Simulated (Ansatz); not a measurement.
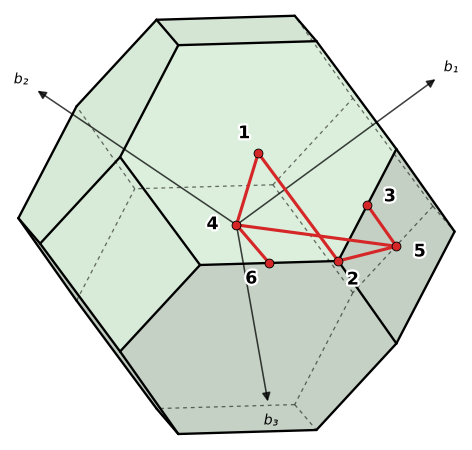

For Ti, the end point of a relaxation with DFT r2SCAN, scalar-relativistic, plane waves, PAW in Ansatz; the starting structure was generated, so it need not be a known form of this composition: the first Brillouin zone of a face-centred cubic lattice (cF; extended symbol cF2) is drawn with its special points numbered. Symmetry computed with spglib at a tolerance of 0.002 Å; standard conventional cell.

a = 5.551 Å, b = 5.551 Å, c = 5.551 Å, α = 90.00°, β = 90.00°, γ = 90.00°.

Labels and path follow the convention of Hinuma et al. (2017), as computed by seekpath; the arrows show the directions of the reciprocal primitive vectors b₁, b₂, b₃, in which coordinates are given.

> Which special point is each number?

```
no.  label      coordinates
  1      L  (1/2, 1/2, 1/2)
  2      W  (1/2, 1/4, 3/4)
  3      U  (5/8, 1/4, 5/8)
  4      Γ        (0, 0, 0)
  5      X    (1/2, 0, 1/2)
  6      K  (3/8, 3/8, 3/4)
```
